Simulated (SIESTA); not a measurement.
System: SiO₂ (space group P6_322).

Calculation (SIESTA 5.4.2): DFT in numerical atomic orbitals with pseudopotentials, no spin polarisation; energies at scaled volumes of the given cell, shape and fractions fixed, counted from the fit's minimum, third-order Birch-Murnaghan fit. All runs: no spin polarisation.

k mesh 4×4×2; occupations Fermi–Dirac; smearing width 0.05 eV; potentials PseudoDojo 0.4 standard, converted to PSML, two zetas on semicore shells.

Predict the pressure against volume, with one curve for each functional. The cases: PBEsol; LDA.

The fitted equilibrium volumes, smallest first, are LDA 15.916, PBEsol 16.355 Å³/atom. The fitted bulk moduli, smallest first, are PBEsol 141.2, LDA 149.0 GPa. For PBEsol, the pressure falls from 15.65 GPa at volume 14.92 Å³/atom to −3.78 GPa at 16.82 Å³/atom, and changes sign near 16.36 Å³/atom. For LDA, the pressure falls from 10.97 GPa at volume 14.92 Å³/atom to −7.39 GPa at 16.82 Å³/atom, and changes sign near 15.92 Å³/atom.

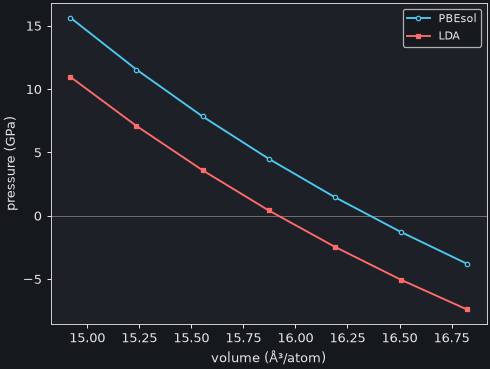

Limits of the calculation: mulliken charges of long orbitals; shape and atomic fractions are frozen while scaling, which makes layered, chain and framework solids too stiff.
